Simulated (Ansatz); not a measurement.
A series of calculations on CoSi

### Relaxation

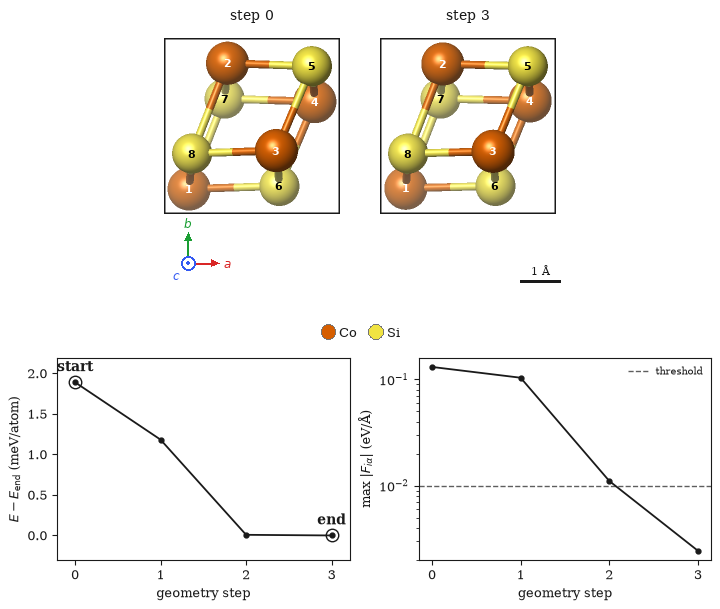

First and last geometry of a relaxation of solid CoSi (set up in P2_13), with the history of the run. The picture is a ball-and-stick view of the cell of the calculation, seen along the c axis.

Case: the database's cell, atoms relaxed.

These are results of DFT PBEsol, scalar-relativistic, plane waves, PAW in Ansatz, not measurements.

Input
```yaml
crystal:
  lattice:
    - [4.438, 0.0, 0.0]
    - [0.0, 4.438, 0.0]
    - [0.0, 0.0, 4.438]
  atoms:
    - { symbol: Co, position: [0.14, 0.14, 0.14] }
    - { symbol: Co, position: [0.36, 0.86, 0.64] }
    - { symbol: Co, position: [0.64, 0.36, 0.86] }
    - { symbol: Co, position: [0.86, 0.64, 0.36] }
    - { symbol: Si, position: [0.843, 0.843, 0.843] }
    - { symbol: Si, position: [0.657, 0.157, 0.343] }
    - { symbol: Si, position: [0.343, 0.657, 0.157] }
    - { symbol: Si, position: [0.157, 0.343, 0.657] }
basis:
  ecutwfc: 420
kpoints:
  mp_grid: { grid: [8, 8, 8] }
hamiltonian:
  xc: pbesol
scf:
  occupations: { method: gaussian, width: 0.1 }
output:
  forces: true
  stress: true
  eigenvalues: true
relax:
  adjacent_minimum: "off"
  f_tol: 0.01
  max_steps: 40
```

Run as
```bash
ansatz run input.yaml --threads 2 --pin off --max-ram 5120MiB --backend cpu --events-out ev --progress --plain --runs-dir out
```

Question: What do the curves and the structures tell?

Answer: It converged. After 3 geometry steps the energy has fallen by 1.9 meV per atom. The largest force component goes from 0.13 to 0.0024 eV/Å. The largest moves, 0.033 Å, are those of Co1, Co2, Co3 and Co4. Co1 goes along [1 1 1]. By element the largest moves are Co 0.033 Å, Si 0.002 Å. The lattice vectors keep their values. Among the contacts that change: Co1–Si5 2.283 → 2.318 Å, Co1–Si6 2.466 → 2.442 Å, Co1–Si6 (another image) 2.326 → 2.334 Å. The space group stays P2_13 (No. 198).

| step | E − E(0), meV/atom | largest force component, eV/Å |
| --- | --- | --- |
| 0 | 0.00 | 0.1313 |
| 1 | -0.71 | 0.1039 |
| 2 | -1.88 | 0.0111 |
| 3 | -1.89 | 0.0024 |

Limits of the set-up: an element that often carries a moment was run without spin polarisation.

### Relaxation

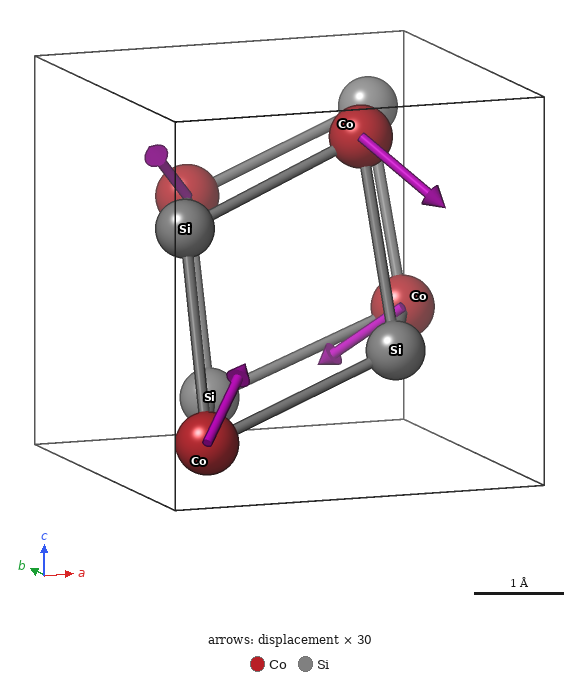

This is a relaxation of a crystal of CoSi (set up in P2_13). The starting structure is drawn; purple arrows show the displacements (the part carried along by the change of the cell is left out), magnified 30 times.

A ball-and-stick model of the cell of the calculation, seen slightly off an axis.

Level of theory: Ansatz 0.2.0, DFT PBEsol, scalar-relativistic, plane waves, PAW. Set-up: plane-wave cutoff 420 eV; k-point mesh 8 × 8 × 8; occupations gaussian; smearing width 0.1 eV; no spin polarisation; cell and atoms relaxed; force threshold 0.005 eV/Å; at most 80 steps.

> Atoms of which element are displaced furthest, and by how much?

Cobalt: up to 0.043 Å, against 0.002 Å for silicon.

> Describe the change and its energy.

The largest moves relative to the cell, 0.043 Å, are those of Co atoms. By element the largest moves are Co 0.043 Å, Si 0.002 Å. Cell: a = b = c 4.438 → 4.386 Å (−1.2 %). Volume −3.5 %. Among the contacts that change: Co–Si 2.466 → 2.404 Å, Co–Si 2.283 → 2.297 Å, Co–Si 2.326 → 2.314 Å. The space group stays P2_13 (No. 198). Over 4 accepted moves (5 points after the start) the energy falls by 11.6 meV per atom. The largest force component goes from 0.13 to 0.0025 eV/Å. The pressure goes from −7.19 to −0.03 GPa. At 1 point the geometry stayed and the basis and grid were re-selected for the new cell (energy shift of 0.2 meV per atom at most each time).

Limits of the set-up: an element that often carries a moment was run without spin polarisation.

### A change

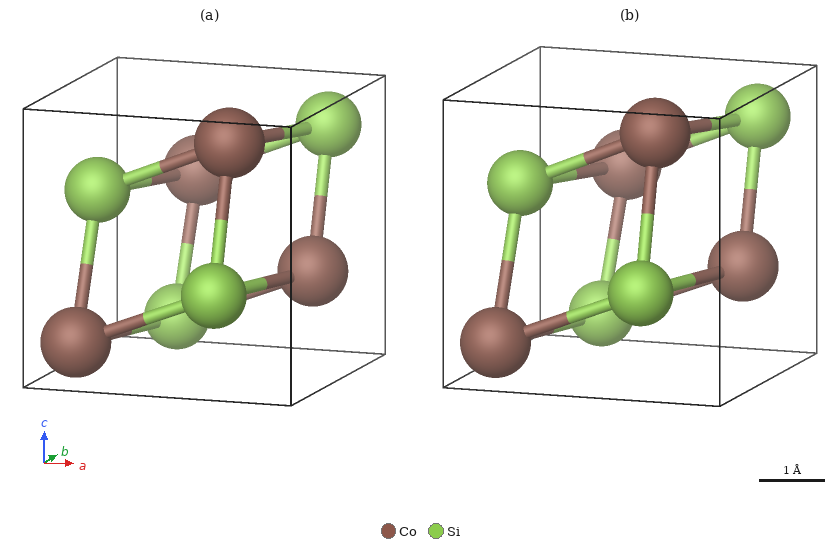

Left: solid CoSi (set up in P2_13). Right: the same structure after one change, at the same scale. The picture is a ball-and-stick view of the cell of the calculation, seen slightly off an axis.

Level of theory: DFT PBEsol, scalar-relativistic, plane waves, PAW in Ansatz 0.2.0. Settings: plane-wave cutoff 420 eV; k-point mesh 8 × 8 × 8; occupations gaussian; smearing width 0.1 eV; no spin polarisation.

Q: Which change leads from the left to the right?

A: The volume is changed by +10.0 %. The atoms are relaxed in that cell.

Q: And its effect?

A: The drawn cell changes as follows: a = b = c 4.386 → 4.527 Å (+3.2 %); the volume changes by +10.0 %. The largest moves relative to the cell, 0.042 Å, are those of Co atoms. By element the largest moves are Co 0.042 Å, Si 0.015 Å. Among the bonded contacts that change: Co–Si 2.404 → 2.518 Å, Co–Si 2.314 → 2.365 Å, Co–Si 2.297 → 2.343 Å. The space group stays P2_13 (No. 198). It costs 66.0 meV per atom. The pressure goes from 0.0 to −18.1 GPa.

Limits of the set-up: an element that often carries a moment was run without spin polarisation.
